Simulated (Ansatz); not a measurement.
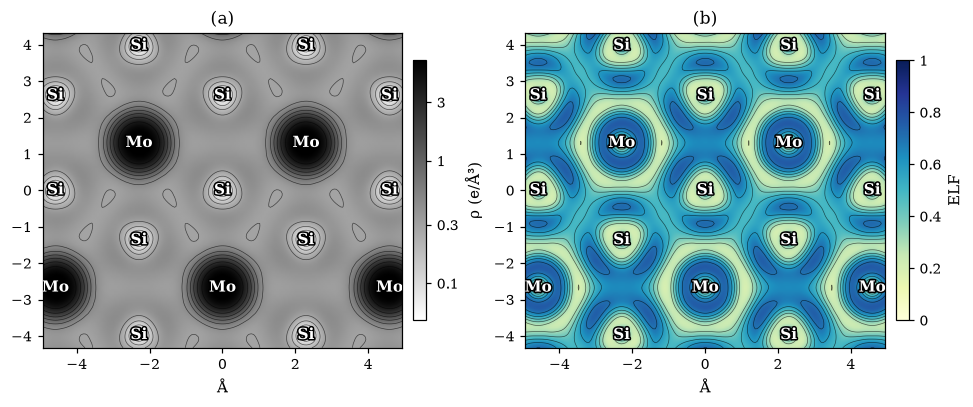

Figure. Si2Mo. (a) valence pseudo-density; (b) electron localisation function on the (001) plane of the conventional cell.

Space group P6₂22; a structure from a database of computed crystals, not necessarily the ambient phase; computed pressure about 4 GPa in this cell; computed without spin polarisation.

Computed with Ansatz, DFT PBE, scalar-relativistic, plane waves, PAW.

What do the fields say about this system?

Answer.
- The plane passes through Si and Mo nuclei.
- Si–Si (2.60 Å): ρ is about 0.34 e/Å³ halfway; the ELF peaks at about 0.65 between the atoms.
- Si–Mo (2.64 Å): the density is about 0.39 e/Å³ at the midpoint; the ELF peaks at about 0.75 in the valence shell of Si, 0.9 Å from its nucleus, and is about 0.40 at the midpoint.
- Si–Si (2.67 Å): ρ at the midpoint is about 0.3 e/Å³; the ELF peaks at about 0.55 in the valence shell of Si, 0.9 Å from its nucleus, and is about 0.50 at the midpoint.
- Between the atoms the lowest density in this plane is 0.29 e/Å³.
- The features right at Mo lie inside the PAW spheres, where the map follows smoothed inner orbitals and isn't to be read closely.
